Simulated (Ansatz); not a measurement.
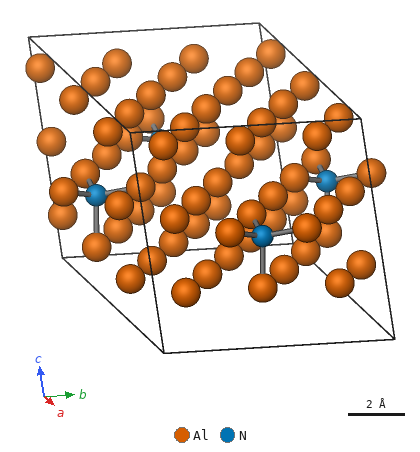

A defect cell of composition Al27N, before the relaxation. The picture is a ball-and-stick view of the larger cell on standard axes (2 times the calculation's cell) (origin shifted), seen slightly off an axis.

Case: N interstitial, charge +0, atoms relaxed.

Method: DFT PBE, scalar-relativistic, plane waves, PAW in Ansatz.

Input
```yaml
crystal:
  lattice:
    - [-6.0624313821, -6.0624313821, 0.0]
    - [-6.0624313821, 0.0, -6.0624313821]
    - [0.0, -6.0624313821, -6.0624313821]
  atoms:
    - { symbol: Al, position: [0.6666666667, 0.6666666667, 0.6666666667] }
    - { symbol: Al, position: [0.3333333333, 0.6666666667, 0.6666666667] }
    - { symbol: Al, position: [0.0, 0.6666666667, 0.6666666667] }
    - { symbol: Al, position: [0.6666666667, 0.3333333333, 0.6666666667] }
    - { symbol: Al, position: [0.3333333333, 0.3333333333, 0.6666666667] }
    - { symbol: Al, position: [0.0, 0.3333333333, 0.6666666667] }
    - { symbol: Al, position: [0.6666666667, 0.0, 0.6666666667] }
    - { symbol: Al, position: [0.3333333333, 0.0, 0.6666666667] }
    - { symbol: Al, position: [0.0, 0.0, 0.6666666667] }
    - { symbol: Al, position: [0.6666666667, 0.6666666667, 0.3333333333] }
    - { symbol: Al, position: [0.3333333333, 0.6666666667, 0.3333333333] }
    - { symbol: Al, position: [0.0, 0.6666666667, 0.3333333333] }
    - { symbol: Al, position: [0.6666666667, 0.3333333333, 0.3333333333] }
    - { symbol: Al, position: [0.3333333333, 0.3333333333, 0.3333333333] }
    - { symbol: Al, position: [0.0, 0.3333333333, 0.3333333333] }
    - { symbol: Al, position: [0.6666666667, 0.0, 0.3333333333] }
    - { symbol: Al, position: [0.3333333333, 0.0, 0.3333333333] }
    - { symbol: Al, position: [0.0, 0.0, 0.3333333333] }
    - { symbol: Al, position: [0.6666666667, 0.6666666667, 0.0] }
    - { symbol: Al, position: [0.3333333333, 0.6666666667, 0.0] }
    - { symbol: Al, position: [0.0, 0.6666666667, 0.0] }
    - { symbol: Al, position: [0.6666666667, 0.3333333333, 0.0] }
    - { symbol: Al, position: [0.3333333333, 0.3333333333, 0.0] }
    - { symbol: Al, position: [0.0, 0.3333333333, 0.0] }
    - { symbol: Al, position: [0.6666666667, 0.0, 0.0] }
    - { symbol: Al, position: [0.3333333333, 0.0, 0.0] }
    - { symbol: Al, position: [0.0, 0.0, 0.0] }
    - { symbol: "N", position: [0.9360174528, 0.9172598691, 0.8911748564] }
basis:
  ecutwfc: 420
  xc_grid: 2
kpoints:
  mp_grid: { grid: [3, 3, 3], shift: [0.0, 0.0, 0.0] }
hamiltonian:
  xc: pbe
scf:
  occupations: { method: gaussian, width: 0.1 }
output:
  forces: true
  stress: false
  eigenvalues: true
  write_density: true
  write_potential: true
  elf: true
  volumetric_format: npy
relax:
  adjacent_minimum: "off"
  f_tol: 0.02
  max_steps: 60
```

Command:
```bash
ansatz run input.yaml --threads 4 --pin off --max-ram 10240MiB --backend cpu --events-out ev --progress --plain --runs-dir out
```

Question: Predict the outcome.

Answer: The largest move is that of N28, 0.19 Å roughly along −c. By element the largest moves are N 0.19 Å, Al 0.13 Å. The cell stays as it was. Some distances before and after: Al9–N28 1.574 → 1.873 Å, Al21–N28 1.765 → 1.873 Å, Al27–N28 1.799 → 1.873 Å, Al25–N28 1.891 → 1.872 Å. Among the angles between lasting bonds that change: Al25–N28–Al27 101.5° → 109.5°, Al9–N28–Al21 117.6° → 109.6°, Al21–N28–Al25 102.8° → 109.4°. Over 3 accepted moves (4 points after the start) the energy falls by 1.357 eV per cell of the calculation. The largest force component goes from 5.7 to 0.016 eV/Å. 1 step only repeated the SCF at the same geometry. The run took 80 s on 4 threads of Arm Neoverse V1, on a shared host, peak memory 1.1 GiB.

After the run, drawn alike:

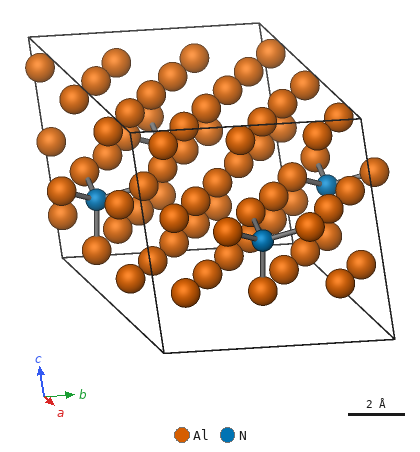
